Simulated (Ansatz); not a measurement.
A series of calculations on Al₄₉O₇₂

### Relaxation

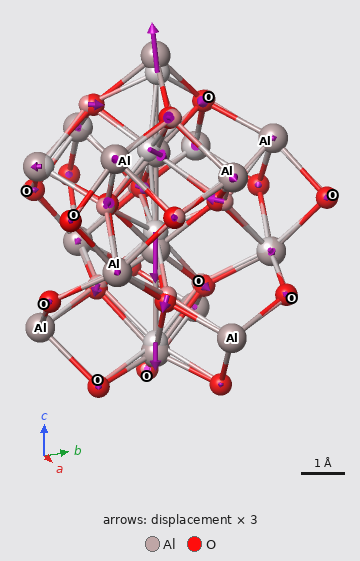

This is a relaxation of a defect cell of composition Al49O72 (cell charge +2). The starting structure is drawn faded, the final one solid; purple arrows show the displacements, magnified 3 times.

Style: ball-and-stick. Shown: the atoms within 4.2 Å of the atom that moves most (axes of the cell of the calculation (origin shifted)), slightly off an axis.

These are results of DFT, PBEsol, PAW, plane waves in Ansatz, not measurements. Set-up: plane-wave cutoff 420 eV; k-point mesh 1 × 1 × 1; mesh shifted by (0.25, 0.25, 0.25); collinear spin; atoms relaxed in a fixed cell; force threshold 0.03 eV/Å; at most 80 steps.

Q: Describe the change and its energy.

A: The largest moves, 0.41 Å, are those of Al atoms. By element the largest moves are Al 0.41 Å, O 0.18 Å. The cell doesn't change. Near-neighbour distances that change, for instance: Al–Al 1.841 → 2.323 Å, Al–Al 2.025 → 2.322 Å, Al–O 2.159 → 1.875 Å, Al–O 2.129 → 1.874 Å. Among the angles between lasting bonds that change: Al–O–Al 59.9° → 74.1°, Al–O–Al 117.1° → 128.2°, Al–O–Al 86.4° → 97.3°. Over 6 geometry steps the energy falls by 7.771 eV per cell of the calculation. Largest force component: 17 eV/Å at the start, 0.028 eV/Å at the end.

Limits of the set-up: the cell is charged, on a uniform background, and energies carry no finite-size correction.

### Relaxation

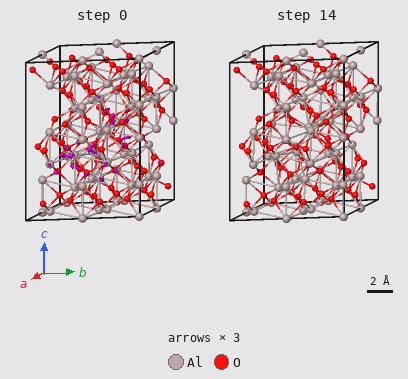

The structure of a defect cell of composition Al49O72 before (left) and after (right) a relaxation, at one scale. The purple arrows give the displacements, magnified 3 times.

A ball-and-stick model of the cell of the calculation (origin shifted), seen slightly off an axis.

These are results of DFT, PBEsol, PAW, plane waves (Ansatz), not measurements. Settings: plane-wave cutoff 420 eV; k-point mesh 1 × 1 × 1; mesh shifted by (0.25, 0.25, 0.25); collinear spin; atoms relaxed in a fixed cell; force threshold 0.03 eV/Å; at most 80 steps.

Summarise the run.

The largest move is that of an Al atom, 0.53 Å along [0 2 1]. Largest moves by element: Al 0.53 Å, O 0.41 Å. The cell stays as it was. Near-neighbour distances that change, for instance: Al–O 1.880 → 2.609 Å, Al–O 1.897 → 2.618 Å, Al–O 2.129 → 2.770 Å, Al–O 1.882 → 2.368 Å. Bonds break: Al–O (1.88 → 2.61 Å), Al–O (1.90 → 2.62 Å). Bond angles that change, for instance: Al–O–Al 132.6° → 152.4°, Al–O–Al 129.4° → 111.7°, Al–O–Al 131.8° → 116.5°. Over 12 accepted moves (14 points after the start) the energy falls by 8.150 eV per cell of the calculation. Largest force component: 15 eV/Å at the start, 0.01 eV/Å at the end. The line search rejected the trial step at point 7 of the run. 1 step only repeated the SCF at the same geometry.

### Defect

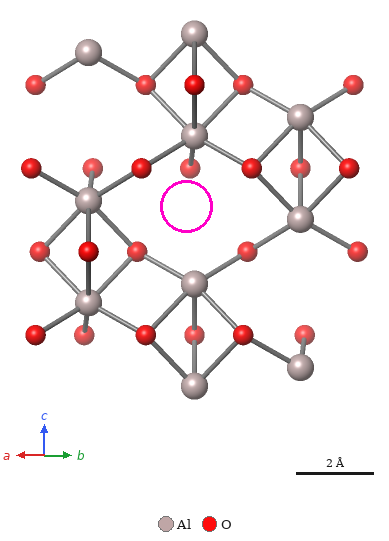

Perfect Al₂O₃. The picture is a ball-and-stick view of the atoms within 5.4 Å of one point, in a slice 3.4 Å thick across the line of sight, seen along [110].

Method: Ansatz, DFT, PBEsol, PAW, plane waves. Set-up: plane-wave cutoff 420 eV; k-point mesh 1 × 1 × 1; mesh shifted by (0.25, 0.25, 0.25); collinear spin. Fermi-Dirac smearing of 0.01 eV. A uniform background neutralises the charged cell. The axes drawn are those of the host's conventional cell.

An extra aluminium atom is put between the host's atoms (an interstitial) at the ringed place, in charge state +2. The supercell has 120 sites, and the atoms are relaxed at the host's cell.

Q: Predict the relaxed surroundings of the defect.

A: The Al atom starts with 6 O at 1.85 to 2.13 Å, 2 Al at 1.85 to 2.03 Å around its place and ends with 6 O at 1.87 to 1.88 Å. Of the host's atoms, an aluminium atom moves furthest from its site, by 0.40 Å. The Al atom itself moves 0.23 Å from where it was put. The cell's net moment is 0.55 μB.

The relaxed defect, seen from the same direction:

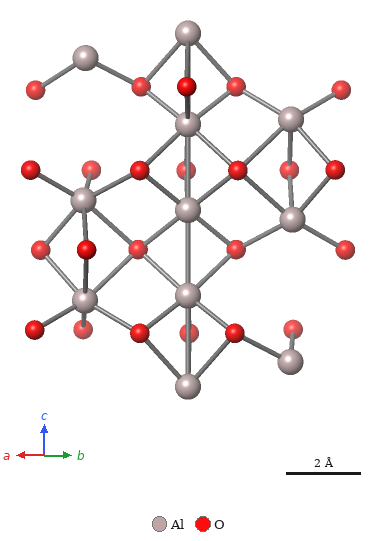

Limits of the set-up: the cell is charged, on a uniform background, and energies carry no finite-size correction.
